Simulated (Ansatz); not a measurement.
Single-point calculation, with input and output: Al₁₄₄N₁₄₄ (part 1 of 3)

Al₁₄₄N₁₄₄ (288 atoms in the cell), computed with DFT, HSE06, PAW, plane waves (Ansatz 0.2.0).

The structure was built on a prototype by a generator.

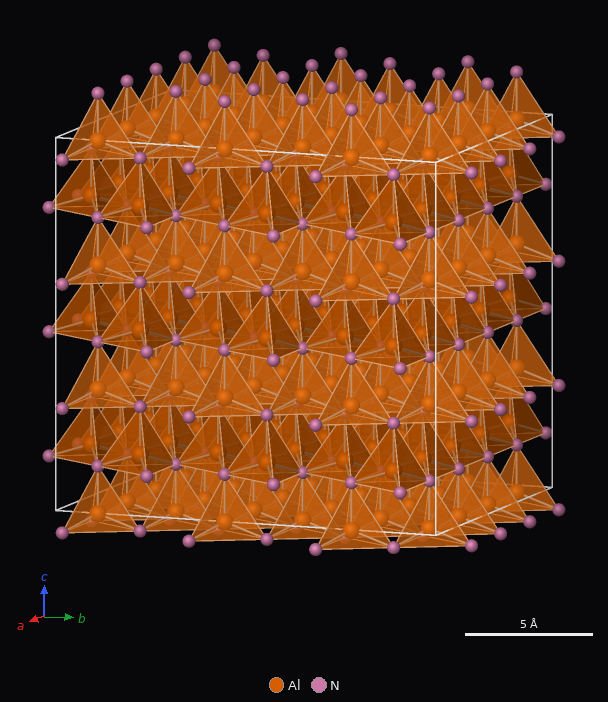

*The structure (polyhedral view of the cell of the calculation, seen slightly off an axis; polyhedra are completed across the faces of the cell).*

**Input**
```yaml
crystal:
  lattice:
    - [12.443471, 0.000000, 0.000000]
    - [0.000000, 16.190121, 0.000000]
    - [0.000000, 0.000000, 14.955929]
  atoms:
    - { symbol: Al, position: [0.125000, 0.055529, 0.165687] }
    - { symbol: Al, position: [0.125000, 0.055529, 0.499020] }
    - { symbol: Al, position: [0.125000, 0.055529, 0.832353] }
    - { symbol: Al, position: [0.000000, 0.222196, 0.165687] }
    - { symbol: Al, position: [0.000000, 0.222196, 0.499020] }
    - { symbol: Al, position: [0.000000, 0.222196, 0.832353] }
    - { symbol: Al, position: [0.375000, 0.055529, 0.165687] }
    - { symbol: Al, position: [0.375000, 0.055529, 0.499020] }
    - { symbol: Al, position: [0.375000, 0.055529, 0.832353] }
    - { symbol: Al, position: [0.250000, 0.222196, 0.165687] }
    - { symbol: Al, position: [0.250000, 0.222196, 0.499020] }
    - { symbol: Al, position: [0.250000, 0.222196, 0.832353] }
    - { symbol: Al, position: [0.125000, 0.388863, 0.165687] }
    - { symbol: Al, position: [0.125000, 0.388863, 0.499020] }
    - { symbol: Al, position: [0.125000, 0.388863, 0.832353] }
    - { symbol: Al, position: [0.000000, 0.555529, 0.165687] }
    - { symbol: Al, position: [0.000000, 0.555529, 0.499020] }
    - { symbol: Al, position: [0.000000, 0.555529, 0.832353] }
    - { symbol: Al, position: [0.625000, 0.055529, 0.165687] }
    - { symbol: Al, position: [0.625000, 0.055529, 0.499020] }
    - { symbol: Al, position: [0.625000, 0.055529, 0.832353] }
    - { symbol: Al, position: [0.500000, 0.222196, 0.165687] }
    - { symbol: Al, position: [0.500000, 0.222196, 0.499020] }
    - { symbol: Al, position: [0.500000, 0.222196, 0.832353] }
    - { symbol: Al, position: [0.375000, 0.388863, 0.165687] }
    - { symbol: Al, position: [0.375000, 0.388863, 0.499020] }
    - { symbol: Al, position: [0.375000, 0.388863, 0.832353] }
    - { symbol: Al, position: [0.250000, 0.555529, 0.165687] }
    - { symbol: Al, position: [0.250000, 0.555529, 0.499020] }
    - { symbol: Al, position: [0.250000, 0.555529, 0.832353] }
    - { symbol: Al, position: [0.125000, 0.722196, 0.165687] }
    - { symbol: Al, position: [0.125000, 0.722196, 0.499020] }
    - { symbol: Al, position: [0.125000, 0.722196, 0.832353] }
    - { symbol: Al, position: [0.000000, 0.888863, 0.165687] }
    - { symbol: Al, position: [0.000000, 0.888863, 0.499020] }
    - { symbol: Al, position: [0.000000, 0.888863, 0.832353] }
    - { symbol: Al, position: [0.875000, 0.055529, 0.165687] }
    - { symbol: Al, position: [0.875000, 0.055529, 0.499020] }
    - { symbol: Al, position: [0.875000, 0.055529, 0.832353] }
    - { symbol: Al, position: [0.750000, 0.222196, 0.165687] }
    - { symbol: Al, position: [0.750000, 0.222196, 0.499020] }
    - { symbol: Al, position: [0.750000, 0.222196, 0.832353] }
    - { symbol: Al, position: [0.625000, 0.388863, 0.165687] }
    - { symbol: Al, position: [0.625000, 0.388863, 0.499020] }
    - { symbol: Al, position: [0.625000, 0.388863, 0.832353] }
    - { symbol: Al, position: [0.500000, 0.555529, 0.165687] }
    - { symbol: Al, position: [0.500000, 0.555529, 0.499020] }
    - { symbol: Al, position: [0.500000, 0.555529, 0.832353] }
    - { symbol: Al, position: [0.375000, 0.722196, 0.165687] }
    - { symbol: Al, position: [0.375000, 0.722196, 0.499020] }
    - { symbol: Al, position: [0.375000, 0.722196, 0.832353] }
    - { symbol: Al, position: [0.250000, 0.888863, 0.165687] }
    - { symbol: Al, position: [0.250000, 0.888863, 0.499020] }
    - { symbol: Al, position: [0.250000, 0.888863, 0.832353] }
    - { symbol: Al, position: [0.875000, 0.388863, 0.165687] }
    - { symbol: Al, position: [0.875000, 0.388863, 0.499020] }
    - { symbol: Al, position: [0.875000, 0.388863, 0.832353] }
    - { symbol: Al, position: [0.750000, 0.555529, 0.165687] }
    - { symbol: Al, position: [0.750000, 0.555529, 0.499020] }
    - { symbol: Al, position: [0.750000, 0.555529, 0.832353] }
    - { symbol: Al, position: [0.625000, 0.722196, 0.165687] }
    - { symbol: Al, position: [0.625000, 0.722196, 0.499020] }
    - { symbol: Al, position: [0.625000, 0.722196, 0.832353] }
    - { symbol: Al, position: [0.500000, 0.888863, 0.165687] }
    - { symbol: Al, position: [0.500000, 0.888863, 0.499020] }
    - { symbol: Al, position: [0.500000, 0.888863, 0.832353] }
    - { symbol: Al, position: [0.875000, 0.722196, 0.165687] }
    - { symbol: Al, position: [0.875000, 0.722196, 0.499020] }
    - { symbol: Al, position: [0.875000, 0.722196, 0.832353] }
    - { symbol: Al, position: [0.750000, 0.888863, 0.165687] }
    - { symbol: Al, position: [0.750000, 0.888863, 0.499020] }
    - { symbol: Al, position: [0.750000, 0.888863, 0.832353] }
    - { symbol: Al, position: [0.000000, 0.111137, 0.332353] }
    - { symbol: Al, position: [0.000000, 0.111137, 0.665687] }
    - { symbol: Al, position: [0.000000, 0.111137, 0.999020] }
    - { symbol: Al, position: [0.250000, 0.111137, 0.332353] }
    - { symbol: Al, position: [0.250000, 0.111137, 0.665687] }
    - { symbol: Al, position: [0.250000, 0.111137, 0.999020] }
    - { symbol: Al, position: [0.125000, 0.277804, 0.332353] }
    - { symbol: Al, position: [0.125000, 0.277804, 0.665687] }
    - { symbol: Al, position: [0.125000, 0.277804, 0.999020] }
    - { symbol: Al, position: [0.000000, 0.444471, 0.332353] }
    - { symbol: Al, position: [0.000000, 0.444471, 0.665687] }
    - { symbol: Al, position: [0.000000, 0.444471, 0.999020] }
    - { symbol: Al, position: [0.500000, 0.111137, 0.332353] }
    - { symbol: Al, position: [0.500000, 0.111137, 0.665687] }
    - { symbol: Al, position: [0.500000, 0.111137, 0.999020] }
    - { symbol: Al, position: [0.375000, 0.277804, 0.332353] }
    - { symbol: Al, position: [0.375000, 0.277804, 0.665687] }
    - { symbol: Al, position: [0.375000, 0.277804, 0.999020] }
    - { symbol: Al, position: [0.250000, 0.444471, 0.332353] }
    - { symbol: Al, position: [0.250000, 0.444471, 0.665687] }
    - { symbol: Al, position: [0.250000, 0.444471, 0.999020] }
    - { symbol: Al, position: [0.125000, 0.611137, 0.332353] }
    - { symbol: Al, position: [0.125000, 0.611137, 0.665687] }
    - { symbol: Al, position: [0.125000, 0.611137, 0.999020] }
    - { symbol: Al, position: [0.000000, 0.777804, 0.332353] }
    - { symbol: Al, position: [0.000000, 0.777804, 0.665687] }
    - { symbol: Al, position: [0.000000, 0.777804, 0.999020] }
    - { symbol: Al, position: [0.750000, 0.111137, 0.332353] }
    - { symbol: Al, position: [0.750000, 0.111137, 0.665687] }
    - { symbol: Al, position: [0.750000, 0.111137, 0.999020] }
    - { symbol: Al, position: [0.625000, 0.277804, 0.332353] }
    - { symbol: Al, position: [0.625000, 0.277804, 0.665687] }
    - { symbol: Al, position: [0.625000, 0.277804, 0.999020] }
    - { symbol: Al, position: [0.500000, 0.444471, 0.332353] }
    - { symbol: Al, position: [0.500000, 0.444471, 0.665687] }
    - { symbol: Al, position: [0.500000, 0.444471, 0.999020] }
    - { symbol: Al, position: [0.375000, 0.611137, 0.332353] }
    - { symbol: Al, position: [0.375000, 0.611137, 0.665687] }
    - { symbol: Al, position: [0.375000, 0.611137, 0.999020] }
    - { symbol: Al, position: [0.250000, 0.777804, 0.332353] }
    - { symbol: Al, position: [0.250000, 0.777804, 0.665687] }
    - { symbol: Al, position: [0.250000, 0.777804, 0.999020] }
    - { symbol: Al, position: [0.125000, 0.944471, 0.332353] }
    - { symbol: Al, position: [0.125000, 0.944471, 0.665687] }
    - { symbol: Al, position: [0.125000, 0.944471, 0.999020] }
    - { symbol: Al, position: [0.875000, 0.277804, 0.332353] }
    - { symbol: Al, position: [0.875000, 0.277804, 0.665687] }
    - { symbol: Al, position: [0.875000, 0.277804, 0.999020] }
    - { symbol: Al, position: [0.750000, 0.444471, 0.332353] }
    - { symbol: Al, position: [0.750000, 0.444471, 0.665687] }
    - { symbol: Al, position: [0.750000, 0.444471, 0.999020] }
    - { symbol: Al, position: [0.625000, 0.611137, 0.332353] }
    - { symbol: Al, position: [0.625000, 0.611137, 0.665687] }
    - { symbol: Al, position: [0.625000, 0.611137, 0.999020] }
    - { symbol: Al, position: [0.500000, 0.777804, 0.332353] }
    - { symbol: Al, position: [0.500000, 0.777804, 0.665687] }
    - { symbol: Al, position: [0.500000, 0.777804, 0.999020] }
    - { symbol: Al, position: [0.375000, 0.944471, 0.332353] }
    - { symbol: Al, position: [0.375000, 0.944471, 0.665687] }
    - { symbol: Al, position: [0.375000, 0.944471, 0.999020] }
    - { symbol: Al, position: [0.875000, 0.611137, 0.332353] }
    - { symbol: Al, position: [0.875000, 0.611137, 0.665687] }
    - { symbol: Al, position: [0.875000, 0.611137, 0.999020] }
    - { symbol: Al, position: [0.750000, 0.777804, 0.332353] }
    - { symbol: Al, position: [0.750000, 0.777804, 0.665687] }
    - { symbol: Al, position: [0.750000, 0.777804, 0.999020] }
    - { symbol: Al, position: [0.625000, 0.944471, 0.332353] }
    - { symbol: Al, position: [0.625000, 0.944471, 0.665687] }
    - { symbol: Al, position: [0.625000, 0.944471, 0.999020] }
    - { symbol: Al, position: [0.875000, 0.944471, 0.332353] }
    - { symbol: Al, position: [0.875000, 0.944471, 0.665687] }
    - { symbol: Al, position: [0.875000, 0.944471, 0.999020] }
    - { symbol: N, position: [0.000000, 0.111165, 0.126313] }
    - { symbol: N, position: [0.000000, 0.111165, 0.459646] }
    - { symbol: N, position: [0.000000, 0.111165, 0.792980] }
    - { symbol: N, position: [0.250000, 0.111165, 0.126313] }
    - { symbol: N, position: [0.250000, 0.111165, 0.459646] }
    - { symbol: N, position: [0.250000, 0.111165, 0.792980] }
    - { symbol: N, position: [0.125000, 0.277832, 0.126313] }
    - { symbol: N, position: [0.125000, 0.277832, 0.459646] }
    - { symbol: N, position: [0.125000, 0.277832, 0.792980] }
    - { symbol: N, position: [0.000000, 0.444498, 0.126313] }
    - { symbol: N, position: [0.000000, 0.444498, 0.459646] }
    - { symbol: N, position: [0.000000, 0.444498, 0.792980] }
    - { symbol: N, position: [0.500000, 0.111165, 0.126313] }
    - { symbol: N, position: [0.500000, 0.111165, 0.459646] }
    - { symbol: N, position: [0.500000, 0.111165, 0.792980] }
    - { symbol: N, position: [0.375000, 0.277832, 0.126313] }
    - { symbol: N, position: [0.375000, 0.277832, 0.459646] }
    - { symbol: N, position: [0.375000, 0.277832, 0.792980] }
    - { symbol: N, position: [0.250000, 0.444498, 0.126313] }
    - { symbol: N, position: [0.250000, 0.444498, 0.459646] }
    - { symbol: N, position: [0.250000, 0.444498, 0.792980] }
    - { symbol: N, position: [0.125000, 0.611165, 0.126313] }
    - { symbol: N, position: [0.125000, 0.611165, 0.459646] }
    - { symbol: N, position: [0.125000, 0.611165, 0.792980] }
    - { symbol: N, position: [0.000000, 0.777832, 0.126313] }
    - { symbol: N, position: [0.000000, 0.777832, 0.459646] }
    - { symbol: N, position: [0.000000, 0.777832, 0.792980] }
    - { symbol: N, position: [0.750000, 0.111165, 0.126313] }
    - { symbol: N, position: [0.750000, 0.111165, 0.459646] }
    - { symbol: N, position: [0.750000, 0.111165, 0.792980] }
    - { symbol: N, position: [0.625000, 0.277832, 0.126313] }
    - { symbol: N, position: [0.625000, 0.277832, 0.459646] }
    - { symbol: N, position: [0.625000, 0.277832, 0.792980] }
    - { symbol: N, position: [0.500000, 0.444498, 0.126313] }
    - { symbol: N, position: [0.500000, 0.444498, 0.459646] }
    - { symbol: N, position: [0.500000, 0.444498, 0.792980] }
    - { symbol: N, position: [0.375000, 0.611165, 0.126313] }
    - { symbol: N, position: [0.375000, 0.611165, 0.459646] }
    - { symbol: N, position: [0.375000, 0.611165, 0.792980] }
    - { symbol: N, position: [0.250000, 0.777832, 0.126313] }
    - { symbol: N, position: [0.250000, 0.777832, 0.459646] }
    - { symbol: N, position: [0.250000, 0.777832, 0.792980] }
    - { symbol: N, position: [0.125000, 0.944498, 0.126313] }
    - { symbol: N, position: [0.125000, 0.944498, 0.459646] }
    - { symbol: N, position: [0.125000, 0.944498, 0.792980] }
    - { symbol: N, position: [0.875000, 0.277832, 0.126313] }
    - { symbol: N, position: [0.875000, 0.277832, 0.459646] }
    - { symbol: N, position: [0.875000, 0.277832, 0.792980] }
    - { symbol: N, position: [0.750000, 0.444498, 0.126313] }
    - { symbol: N, position: [0.750000, 0.444498, 0.459646] }
    - { symbol: N, position: [0.750000, 0.444498, 0.792980] }
    - { symbol: N, position: [0.625000, 0.611165, 0.126313] }
    - { symbol: N, position: [0.625000, 0.611165, 0.459646] }
    - { symbol: N, position: [0.625000, 0.611165, 0.792980] }
    - { symbol: N, position: [0.500000, 0.777832, 0.126313] }
    - { symbol: N, position: [0.500000, 0.777832, 0.459646] }
    - { symbol: N, position: [0.500000, 0.777832, 0.792980] }
    - { symbol: N, position: [0.375000, 0.944498, 0.126313] }
    - { symbol: N, position: [0.375000, 0.944498, 0.459646] }
    - { symbol: N, position: [0.375000, 0.944498, 0.792980] }
    - { symbol: N, position: [0.875000, 0.611165, 0.126313] }
    - { symbol: N, position: [0.875000, 0.611165, 0.459646] }
    - { symbol: N, position: [0.875000, 0.611165, 0.792980] }
    - { symbol: N, position: [0.750000, 0.777832, 0.126313] }
    - { symbol: N, position: [0.750000, 0.777832, 0.459646] }
    - { symbol: N, position: [0.750000, 0.777832, 0.792980] }
    - { symbol: N, position: [0.625000, 0.944498, 0.126313] }
    - { symbol: N, position: [0.625000, 0.944498, 0.459646] }
    - { symbol: N, position: [0.625000, 0.944498, 0.792980] }
    - { symbol: N, position: [0.875000, 0.944498, 0.126313] }
    - { symbol: N, position: [0.875000, 0.944498, 0.459646] }
    - { symbol: N, position: [0.875000, 0.944498, 0.792980] }
    - { symbol: N, position: [0.125000, 0.055502, 0.292980] }
    - { symbol: N, position: [0.125000, 0.055502, 0.626313] }
    - { symbol: N, position: [0.125000, 0.055502, 0.959646] }
    - { symbol: N, position: [0.000000, 0.222168, 0.292980] }
    - { symbol: N, position: [0.000000, 0.222168, 0.626313] }
    - { symbol: N, position: [0.000000, 0.222168, 0.959646] }
    - { symbol: N, position: [0.375000, 0.055502, 0.292980] }
    - { symbol: N, position: [0.375000, 0.055502, 0.626313] }
    - { symbol: N, position: [0.375000, 0.055502, 0.959646] }
    - { symbol: N, position: [0.250000, 0.222168, 0.292980] }
    - { symbol: N, position: [0.250000, 0.222168, 0.626313] }
    - { symbol: N, position: [0.250000, 0.222168, 0.959646] }
    - { symbol: N, position: [0.125000, 0.388835, 0.292980] }
    - { symbol: N, position: [0.125000, 0.388835, 0.626313] }
    - { symbol: N, position: [0.125000, 0.388835, 0.959646] }
    - { symbol: N, position: [0.000000, 0.555502, 0.292980] }
    - { symbol: N, position: [0.000000, 0.555502, 0.626313] }
    - { symbol: N, position: [0.000000, 0.555502, 0.959646] }
    - { symbol: N, position: [0.625000, 0.055502, 0.292980] }
    - { symbol: N, position: [0.625000, 0.055502, 0.626313] }
    - { symbol: N, position: [0.625000, 0.055502, 0.959646] }
    - { symbol: N, position: [0.500000, 0.222168, 0.292980] }
    - { symbol: N, position: [0.500000, 0.222168, 0.626313] }
    - { symbol: N, position: [0.500000, 0.222168, 0.959646] }
    - { symbol: N, position: [0.375000, 0.388835, 0.292980] }
    - { symbol: N, position: [0.375000, 0.388835, 0.626313] }
    - { symbol: N, position: [0.375000, 0.388835, 0.959646] }
    - { symbol: N, position: [0.250000, 0.555502, 0.292980] }
    - { symbol: N, position: [0.250000, 0.555502, 0.626313] }
    - { symbol: N, position: [0.250000, 0.555502, 0.959646] }
    - { symbol: N, position: [0.125000, 0.722168, 0.292980] }
    - { symbol: N, position: [0.125000, 0.722168, 0.626313] }
    - { symbol: N, position: [0.125000, 0.722168, 0.959646] }
    - { symbol: N, position: [0.000000, 0.888835, 0.292980] }
    - { symbol: N, position: [0.000000, 0.888835, 0.626313] }
    - { symbol: N, position: [0.000000, 0.888835, 0.959646] }
    - { symbol: N, position: [0.875000, 0.055502, 0.292980] }
    - { symbol: N, position: [0.875000, 0.055502, 0.626313] }
    - { symbol: N, position: [0.875000, 0.055502, 0.959646] }
    - { symbol: N, position: [0.750000, 0.222168, 0.292980] }
    - { symbol: N, position: [0.750000, 0.222168, 0.626313] }
    - { symbol: N, position: [0.750000, 0.222168, 0.959646] }
    - { symbol: N, position: [0.625000, 0.388835, 0.292980] }
    - { symbol: N, position: [0.625000, 0.388835, 0.626313] }
    - { symbol: N, position: [0.625000, 0.388835, 0.959646] }
    - { symbol: N, position: [0.500000, 0.555502, 0.292980] }
    - { symbol: N, position: [0.500000, 0.555502, 0.626313] }
    - { symbol: N, position: [0.500000, 0.555502, 0.959646] }
    - { symbol: N, position: [0.375000, 0.722168, 0.292980] }
    - { symbol: N, position: [0.375000, 0.722168, 0.626313] }
    - { symbol: N, position: [0.375000, 0.722168, 0.959646] }
    - { symbol: N, position: [0.250000, 0.888835, 0.292980] }
    - { symbol: N, position: [0.250000, 0.888835, 0.626313] }
    - { symbol: N, position: [0.250000, 0.888835, 0.959646] }
    - { symbol: N, position: [0.875000, 0.388835, 0.292980] }
    - { symbol: N, position: [0.875000, 0.388835, 0.626313] }
    - { symbol: N, position: [0.875000, 0.388835, 0.959646] }
    - { symbol: N, position: [0.750000, 0.555502, 0.292980] }
    - { symbol: N, position: [0.750000, 0.555502, 0.626313] }
    - { symbol: N, position: [0.750000, 0.555502, 0.959646] }
    - { symbol: N, position: [0.625000, 0.722168, 0.292980] }
    - { symbol: N, position: [0.625000, 0.722168, 0.626313] }
    - { symbol: N, position: [0.625000, 0.722168, 0.959646] }
    - { symbol: N, position: [0.500000, 0.888835, 0.292980] }
    - { symbol: N, position: [0.500000, 0.888835, 0.626313] }
    - { symbol: N, position: [0.500000, 0.888835, 0.959646] }
    - { symbol: N, position: [0.875000, 0.722168, 0.292980] }
    - { symbol: N, position: [0.875000, 0.722168, 0.626313] }
    - { symbol: N, position: [0.875000, 0.722168, 0.959646] }
    - { symbol: N, position: [0.750000, 0.888835, 0.292980] }
    - { symbol: N, position: [0.750000, 0.888835, 0.626313] }
    - { symbol: N, position: [0.750000, 0.888835, 0.959646] }
kpoints:
  mp_grid: { grid: [1, 1, 1] }
hamiltonian:
  xc: hse06
scf:
  occupations: { method: fermi_dirac, width: 0.01 }
output:
  forces: true
  eigenvalues: true
  populations: true
  eigenstates: { kpoints: [[0, 0, 0]], e_range: [-6.0, 6.0], localisation: true }
```

Run on 8 CPU threads, shared host.

**Log**
```
Pseudopotentials: kind: paw
Functional definition: HSE06
  parameter a = 0.25
  parameter omega = 0.11/bohr
  exchange = pbe_x - a*pbe_x_sr(omega) + a*exact_x_sr(omega)
  correlation = pbe_c
Crystal: 288 atoms, lattice volume = 3013.041 Å³
Basis set: ecut = 420 eV, 58939 PW (Γ), exchange–correlation on 180×240×200 points (8 copies of the dense FFT grid, shifted against one another)
Bands: 864, of which v1, the nominal top of the filled ones, is band 576 counted from 1 (575 counted from 0)
Symmetry: 288 space group operations
Space group: Cmc21 (ITA 36), of the structure as read, at distance tolerance 1.4e-4 Å
```
